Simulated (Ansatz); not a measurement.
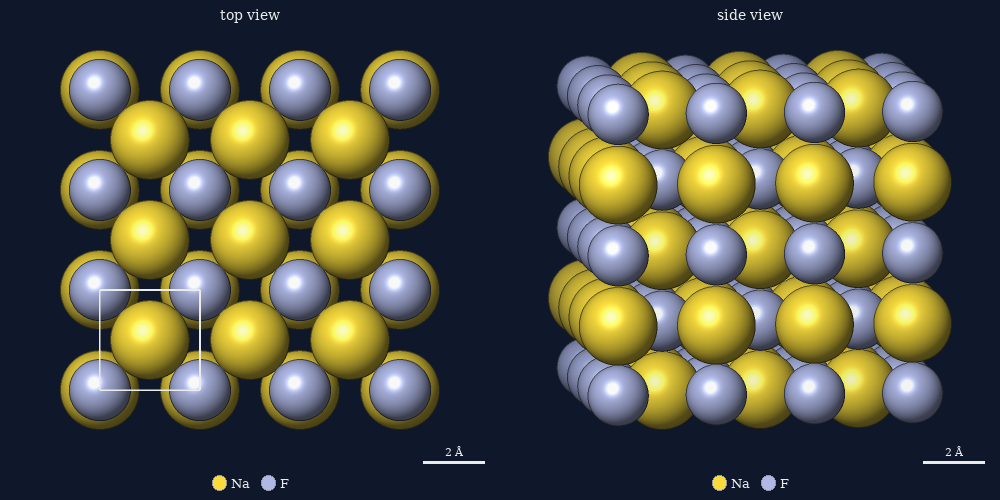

NaF(100) (Fm-3m bulk, 5 atomic planes (those closer than 0.6 Å count as one), 9 Å, NaF-terminated), seen from above and from the side.

Computed with DFT PBE, scalar-relativistic, plane waves, PAW in Ansatz 0.2.0. Cutoff 600 eV, 18 × 18 k-points, Gaussian smearing 0.05 eV, dipole correction. The slab is a cut without reconstruction beyond its cell, at the source's lattice constants, with its lower half held fixed and the rest relaxed. No spin polarisation. The semilocal functional makes this wide gap too small, and with it the biases at which current sets in. The run couldn't confirm all of its levels under its output density.

Model: Tersoff–Hamann, s-wave tip, no tip–sample forces. Zero bias is put in the middle of the gap by convention. Bias windows are sharp sums over the levels of the k mesh.

Input file:

```yaml
crystal:
  lattice:
    - [3.28564237, 0.0, 0.0]
    - [0.0, 3.28564237, 0.0]
    - [0.0, 0.0, 29.2931997716]
  atoms:
    - { symbol: Na, position: [0.5, 0.5, 0.3413761582] }
    - { symbol: F, position: [0.0, 0.0, 0.3413761582] }
    - { symbol: Na, position: [0.0, 0.0, 0.4206880745] }
    - { symbol: F, position: [0.5, 0.5, 0.4206880745] }
    - { symbol: Na, position: [0.5, 0.5, 0.5011894743] }
    - { symbol: F, position: [0.0, 0.0, 0.5012345784] }
    - { symbol: Na, position: [0.0, 0.0, 0.5818737564] }
    - { symbol: F, position: [0.5, 0.5, 0.5816955792] }
    - { symbol: Na, position: [0.5, 0.5, 0.6616946853] }
    - { symbol: F, position: [0.0, 0.0, 0.662624051] }
basis:
  ecutwfc: 600.0
  fft_grid_basis: typed
kpoints:
  mp_grid: { grid: [18, 18, 1] }
hamiltonian:
  xc: pbe
  pseudopotentials: { kind: paw }
scf:
  occupations: { method: gaussian, width: 0.05 }
output:
  forces: true
  eigenvalues: true
  band_densities:
    - { e_range: [-4.8, -4.0] }
    - { e_range: [-4.0, -3.4] }
    - { e_range: [-3.4, -3.05] }
    - { e_range: [-3.05, 0.0] }
  band_residual_tolerance: 1.0e-05
  write_potential: true
  elf: true
  write_density: true
  volumetric_format: npy
efield:
  axis: 3
  dipole_correction: true
  ramp_width: 0.04
checkpoint:
  read: start.run
  write: ck
  compress: false
  write_wavefunctions: false
  write_every: 100000
```

Run with:

```sh
ansatz run input.yaml --threads 1 --pin off --max-ram 2211MiB --backend cpu --events-out ev --progress --plain --runs-dir out
```

This last single point, started from the relaxation's saved density, took 5.2 min on 1 thread of Arm Neoverse N1, with other jobs on the host, peak memory 1.2 GiB.

Q: Describe the constant-current image at a set point of 9.2 × 10⁻⁸ e/Å³ at a sample bias of −3.05 V.

A: The brightest spots lie over the top F atoms; the darkest points are over the top Na atoms. The corrugation is 23 pm at a mean tip height of 5.0 Å.

The computed image, with the atoms seen from above drawn over one corner (deeper ones smaller):

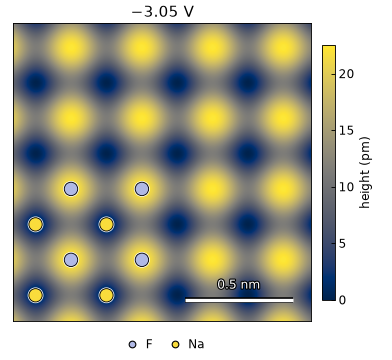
